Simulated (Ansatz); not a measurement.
# Moving the knobs of a GW run on GaN (P6_3mc)

Aim: change settings of a G0W0 run on GaN (P6_3mc) and see what moves.

Main program and level: Ansatz 0.2.0; G0W0 on PBE, plane waves, PAW; PAW set soft_1.

The database entry behind the starting cell has ideal inner coordinates that were not refined, so it need not match the best structure at ambient conditions.

### 1. Starting point

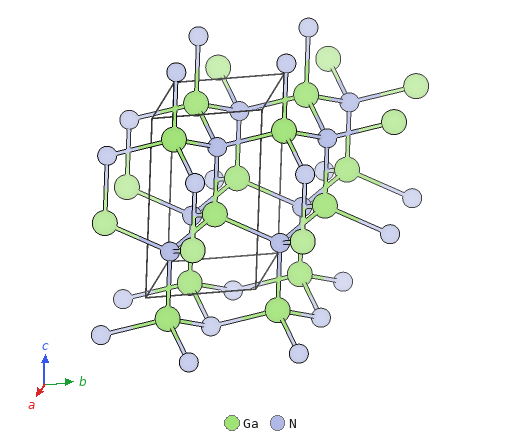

Start, viewed slightly off an axis; gallium green, nitrogen light blue. 2×2×1 cells are drawn. Some periodic images of atoms are drawn too.

The cell and positions come from the Crystallography Open Database and are kept as given unless a step says otherwise.

### 2. The base run: 6×6×4 mesh, 103 empty bands, screening to 100 eV, PAW set soft_1 files

G0W0 replaces the xc potential by the self-energy, built once from these orbitals. Only a window of levels is corrected, while the sums run over the empty bands that the input names. This step takes PAW set soft_1 files.

File input.yaml:

```yaml
crystal:
  lattice:
    - [3.19, 0.0, 0.0]
    - [-1.595, 2.7626210381, 0.0]
    - [0.0, 0.0, 5.189]
  atoms:
    - { symbol: Ga, position: [0.6666666667, 0.3333333333, 0.0] }
    - { symbol: Ga, position: [0.3333333333, 0.6666666667, 0.5] }
    - { symbol: "N", position: [0.6666666667, 0.3333333333, 0.375] }
    - { symbol: "N", position: [0.3333333333, 0.6666666667, 0.875] }
kpoints:
  mp_grid: { grid: [6, 6, 4] }
hamiltonian:
  xc: pbe
  pseudopotentials: { kind: paw, azcp: { folder: soft_1 } }
scf:
  occupations: { method: fixed }
gw:
  n_empty_bands: 103
  ecut_chi: 100
  qp_bands: [v2, c2]
  qp_kpoints: band_edges
  screening: { model: contour_deformation }
```

The run is started by

```
ansatz run input.yaml --threads 3 --pin off --max-ram 92160MiB --backend cuda --events-out ev --progress --plain --runs-dir out --devices 1 --max-vram 13GiB
```

Numbers of over 12 decimals in the logs are rounded to 6 here.

Log:

```text
GPUs: using 1 of 1 available (devices: 1).
Engine: ansatz 0.2.0, x86_64-unknown-linux-gnu
Pseudopotentials: kind: paw
Pseudopotential: Ga, paw, valence charge 13, recommended cutoff 420 eV (normal), soft_1/Ga.paw.azcp
Pseudopotential: N, paw, valence charge 5, recommended cutoff 420 eV (normal), soft_1/N.paw.azcp
Functional definition: PBE
  parameter kappa = 0.804
  parameter beta = 0.066725
  exchange = pbe_x(kappa = kappa, mu = beta*pi^2/3)
  correlation = pbe_c(beta = beta)
device memory: the entry about to start is reckoned to put 0.6 GiB on a device that reports 45.9 GiB free (of which the cap on the GPU budget leaves the run 13.0 GiB)
GPU FFT provider: cuFFT
GPU libraries: cuBLAS 13.8.2, cuFFT 12.4.0, cuSOLVER 12.3.4
Crystal: 4 atoms, lattice volume = 45.729 Å³
Basis set: ecut = 420 eV, 917 PW (Γ)
Bands: 22, of which v1, the nominal top of the filled ones, is band 18 counted from 1 (17 counted from 0)
Symmetry: 12 space group operations
Space group: P63mc (ITA 186), of the structure as read, at distance tolerance 3.6e-5 Å
k-points: 21 of 144 (time reversal used)
Non-local potential: Ga, projectors of the file, l = 0: 2, l = 1: 2, l = 2: 3, l = 3: 1
Non-local potential: N, projectors of the file, l = 0: 2, l = 1: 2, l = 2: 1
PAW form: soft (Blöchl's): semilocal exchange-correlation on the pseudo side does not see the compensation charge
PAW one-centre angular grid: Ga, 590 points (default); XC on 64 Gauss nodes
PAW one-centre angular grid: N, 110 points (default); XC on 64 Gauss nodes
Initial density: superposition of atomic densities (chi_scale 0.1, normalization cell, long waves kept (reshape's long-wave potential 0.00 eV rms))
Initial wavefunctions: pseudopotential atomic-orbital guess
GPU buffer pool allocated for 20736 grid points (all kernels)
GPU transforms: local potential and band sums: pruned to the plane-wave sphere, on 24×24×36
Functional: x = pbe(κ = 0.804, μ = 0.219515), c = pbe(β = 0.066725)
SCF iter   1: F=—  HF=-8337.203660 eV  |F-HF|=—  |Δ(HF+E_count)|=         —  Δρ=1.13e-1  dr2=5.09e0  ethr=3.10e-3  ⟨swp⟩=4.0  Hψ=1676  notcnv=0  defer=6
preconditioner: auto → Resta (q_TF=auto, 2.622 Å⁻¹)  ε∞=4.8  [insulator: Δε(μ)=2.712 eV  Ē_g=16.854 eV  n_scr=22 (ndim 8)  ℏωp=32.9 eV  f_vac=0.000  ε∞_Penn≈4.8]
SCF iter   2: F=—  HF=-8335.919140 eV  |F-HF|=—  |Δ(HF+E_count)|=    1.28e0  Δρ=4.68e-2  dr2=5.39e-1  ethr=3.10e-3  ⟨swp⟩=2.0  Hψ=1077  notcnv=0  defer=17
SCF iter   3: F=—  HF=-8335.833719 eV  |F-HF|=—  |Δ(HF+E_count)|=   8.54e-2  Δρ=1.84e-2  dr2=1.11e-1  ethr=1.50e-3  ⟨swp⟩=2.0  Hψ=674  notcnv=0  defer=40
SCF iter   4: F=—  HF=-8335.820793 eV  |F-HF|=—  |Δ(HF+E_count)|=   1.29e-2  Δρ=3.22e-3  dr2=5.86e-3  ethr=3.10e-4  ⟨swp⟩=3.0  Hψ=881  notcnv=0  defer=40
[...]
E_nonlocal   = -109.339116
  E_hartree    = 1792.821324
  E_xc         = -244.713228
  E_vxc        = -261.990450  (∫ρ·V_xc dr)
  E_paw        = -4249.358194  (= ΣΔE_a)
  E_vpaw       = -872.461541  (= ΣTr[D̂ρ^β])
  E_aug_tail   = 0.001510  (compensation charges beyond the density's cutoff)
  E_ewald      = -3172.508547
  E_smearing   = -0.000000  (= −TS)
  E_closure    = -0.000000  (closes the sum)
  Σ components = -8335.821065   (vs F -8335.821065, Δ=0.00e0)
--- Band table (eV; the first three rows and the last of 21) ---
  k-point 0: bands = [... 14 lower, 8.6362, 9.6161, 9.6804, 9.6804, 11.5708, 13.9224, 18.8640, 19.5628]
  k-point 1: bands = [... 14 lower, 8.7826, 8.7826, 9.5208, 9.5208, 12.7681, 14.0264, 18.4765, 19.2403]
  k-point 2: bands = [... 14 lower, 9.1450, 9.1450, 9.1450, 9.1450, 13.9058, 13.9058, 18.1603, 18.1603]
  k-point 20: bands = [... 14 lower, 5.5091, 5.5091, 8.1880, 8.1880, 16.0948, 16.0948, 16.9773, 16.9773]
--- G₀W₀: contour deformation, 6 samples at zero and on the imaginary axis and 2 off it, 144 q-points, 103 empty bands' worth ---
  eigenvalues of the whole cell's RPA ε∞ on this k-mesh (on a slab, of 1 + 4πα/V) = 5.9989, 6.0419, 6.0419; static W/v taken at q = 0 is 0.165842
  bands read: the sum over 121 bands ends inside a degenerate multiplet in 9 slots, whose members it reads at an even weight; the widest, k=2: bands 121 to 124 (counted from 1) at 1/4 each
  gw.qp_kpoints: band_edges: 15 of 21 stored k-points solved, in 1 pass; an edge of the gap read off the rows below is read off those points alone
    valence top: of the k-points left out ik 12 came nearest to being solved in a further pass, in band 18 (counted from 1, as in the quasiparticle table): it holds the edge there only if its correction is more favourable than any solved in that band by at least 0.924 eV; those differ by 0.332 eV
    conduction bottom: of the k-points left out ik 12 came nearest to being solved in a further pass, in band 19 (counted from 1, as in the quasiparticle table): it holds the edge there only if its correction is more favourable than any solved in that band by at least 2.604 eV; those differ by 0.631 eV
    ik  band        ε_KS         Σx   Σc(E_QP)       V_xc       Z   E_QP_lin       E_QP  E_QP is
     0    17      9.6804   -23.8574     3.2140   -20.2303  0.7720     9.2650     9.2673  root
     0    18      9.6804   -23.8574     3.2140   -20.2303  0.7720     9.2650     9.2673  root
     0    19     11.5708   -11.5392    -3.5399   -15.7696  0.8061    12.2667    12.2612  root
     0    20     13.9224   -10.1834    -4.3110   -15.2907  0.8110    14.7276    14.7187  root
     1    17      9.5208   -23.7219     3.2575   -20.0301  0.7716     9.0839     9.0865  root
     1    18      9.5208   -23.7219     3.2575   -20.0301  0.7716     9.0839     9.0865  root
     1    19     12.7681   -12.2078    -3.5205   -16.4935  0.7969    13.5407    13.5333  root
     1    20     14.0264   -10.1639    -4.3305   -15.3102  0.8080    14.8516    14.8421  root
[...]
20    17      8.1880   -22.2764     3.4881   -18.2403  0.7663     7.6352     7.6400  root
    20    18      8.1880   -22.2764     3.4881   -18.2403  0.7663     7.6352     7.6400  root
    20    19     16.0948    -9.5392    -4.6651   -14.9797  0.8054    16.8802    16.8702  root
    20    20     16.0948    -9.5392    -4.6651   -14.9797  0.8054    16.8802    16.8702  root
[key lines of the parts left out:]
SCF converged after 9 iterations
Free energy (F): -8335.821065 eV
Fermi energy:    9.680356 eV
```

Wall time 16 s (1 × NVIDIA H100 80GB HBM3 (shared by 6 runs) with 3 threads of AMD EPYC 7R13 (Zen 3), shared host); peak memory 1.1 GiB; 18 s of CPU time.

This step gave:

* bands summed: 121
* RPA ε∞ on this mesh (eigenvalues): 5.999, 6.042, 6.042
* plane waves in the screening matrix: 99
* q-points in the mesh: 144
* G0W0 gap on the mesh: 2.994 eV
* k of the valence top: 0, 0, 0
* k of the conduction bottom: 0, 0, 0
* starting gap on the mesh: 1.890 eV
* Z at the valence top: 0.7720
* Z at the conduction bottom: 0.8061
* least direct G0W0 gap on the computed points: 2.994 eV

The gap on the mesh goes from 1.89 eV to 2.99 eV, a correction of +1.10 eV. Between the two edge states, bare exchange in place of the xc potential would open the gap by 7.86 eV, and correlation takes back 6.75 eV.

### 3. Variant: wavefunction cutoff

input.yaml: that of step 2 with these lines changed.

```diff
@@ -23 +23,3 @@
   screening: { model: contour_deformation }
+basis:
+  ecutwfc: 600
```

Log:

```text
GPUs: using 1 of 1 available (devices: 1).
[...]
GPU FFT provider: cuFFT
GPU libraries: cuBLAS 13.8.2, cuFFT 12.4.0, cuSOLVER 12.3.4
Crystal: 4 atoms, lattice volume = 45.729 Å³
Basis set: ecut = 600 eV, 1521 PW (Γ)
Bands: 22, of which v1, the nominal top of the filled ones, is band 18 counted from 1 (17 counted from 0)
[... 1 set-up line as in the run before ...]
[...]
k-points: 21 of 144 (time reversal used)
[...]
GPU buffer pool allocated for 32805 grid points (all kernels)
[...]
SCF iter   1: F=—  HF=-8337.214155 eV  |F-HF|=—  |Δ(HF+E_count)|=         —  Δρ=1.13e-1  dr2=5.10e0  ethr=3.10e-3  ⟨swp⟩=4.0  Hψ=1655  notcnv=0  defer=9
[...]
SCF iter   9: F=-8335.830238 eV  HF=-8335.830238 eV  |F-HF|=4.91e-9  |Δ(HF+E_count)|=   1.92e-7  Δρ=3.17e-6  dr2=4.92e-9  ethr=2.78e-10  ⟨swp⟩=4.0  Hψ=1512  notcnv=0
SCF 1 converged in 9 iterations: F = -8335.830238 eV  dr2 = 4.92e-9
[...]
NSCF: frozen V_eff on 21 k-points, pencils in batches of 32, up to order 88
[...]
NSCF: frozen V_eff on 21 k-points
G₀W₀ screening: q 1/21
[... further progress lines ...]
SCF converged after 9 iterations
Free energy (F): -8335.830238 eV
[...]
Internal energy: -8335.830238 eV  (E = F + TS)
E sigma→0 (E₀):  -8335.830238 eV
Fermi energy:    9.679008 eV
[...]
--- Band table (eV; the first three rows and the last of 21) ---
  k-point 0: bands = [... 14 lower, 8.6355, 9.6152, 9.6790, 9.6790, 11.5707, 13.9222, 18.8631, 19.5620]
  k-point 1: bands = [... 14 lower, 8.7816, 8.7816, 9.5196, 9.5196, 12.7678, 14.0262, 18.4757, 19.2396]
  k-point 2: bands = [... 14 lower, 9.1439, 9.1439, 9.1439, 9.1439, 13.9055, 13.9055, 18.1594, 18.1594]
  k-point 20: bands = [... 14 lower, 5.5081, 5.5081, 8.1873, 8.1873, 16.0942, 16.0942, 16.9760, 16.9760]
[...]
0    17      9.6790   -23.8564     3.2134   -20.2293  0.7720     9.2630     9.2652  root
     0    18      9.6790   -23.8564     3.2134   -20.2293  0.7720     9.2630     9.2652  root
     0    19     11.5707   -11.5381    -3.5399   -15.7683  0.8061    12.2664    12.2610  root
     0    20     13.9222   -10.1822    -4.3109   -15.2892  0.8110    14.7270    14.7182  root
     1    17      9.5196   -23.7210     3.2569   -20.0290  0.7716     9.0819     9.0845  root
     1    18      9.5196   -23.7210     3.2569   -20.0290  0.7716     9.0819     9.0845  root
     1    19     12.7678   -12.2067    -3.5208   -16.4925  0.7969    13.5402    13.5328  root
     1    20     14.0262   -10.1630    -4.3305   -15.3088  0.8080    14.8510    14.8415  root
[...]
20    17      8.1873   -22.2763     3.4875   -18.2400  0.7664     7.6337     7.6385  root
    20    18      8.1873   -22.2763     3.4875   -18.2400  0.7664     7.6337     7.6385  root
    20    19     16.0942    -9.5374    -4.6649   -14.9773  0.8055    16.8791    16.8692  root
    20    20     16.0942    -9.5374    -4.6649   -14.9773  0.8055    16.8791    16.8692  root
```

Wall time 13 s (1 × NVIDIA H100 80GB HBM3 (shared by 6 runs) with 3 threads); peak memory 1.2 GiB.

The G0W0 gap on the mesh is 2.996 eV.

Against the base:

| setting | base | variant |
| --- | --- | --- |
| typed cutoff | - | 600 |

| quantity | variant | base |
| --- | --- | --- |
| starting gap on the mesh | 1.892 | 1.890 |
| G0W0 gap on the mesh | 2.996 | 2.994 |
| least direct G0W0 gap on the computed points | 2.996 | 2.994 |
| Z at the valence top | 0.772 | 0.772 |
| Z at the conduction bottom | 0.806 | 0.806 |

### 4. Summary of results

```yaml
base: 2.99 eV, 16 s
wavefunction_cutoff: 3.00 eV, 13 s
```

What this shows: Wavefunction cutoff: the gap moves by +0.002 eV (the plane-wave cutoff goes from 420 to 600 eV). All runs here use a coarse mesh and modest cutoffs; they test settings and are not final values. The many-body steps are scalar-relativistic: spin-orbit coupling is not in them.

[Paths, hosts, dates, memory and timing lines, banners, echoed tables and standing remarks are left out of the program output.]

[Logs are printed without paths, hosts, clocks, repeated set-up lines and the standing remarks that a program may print on its own settings, such as how far it seeks lower states.]

[Runs of the session that timed out or met a known fault of the program may be left out.]

[Cells called generated may have been cut or substituted from an entry of the Crystallography Open Database or the Materials Project.]

[Hosts, paths, dates, database ids (printed as entryN), source tags and the programs' standing remarks are cut or masked in the printed files.]
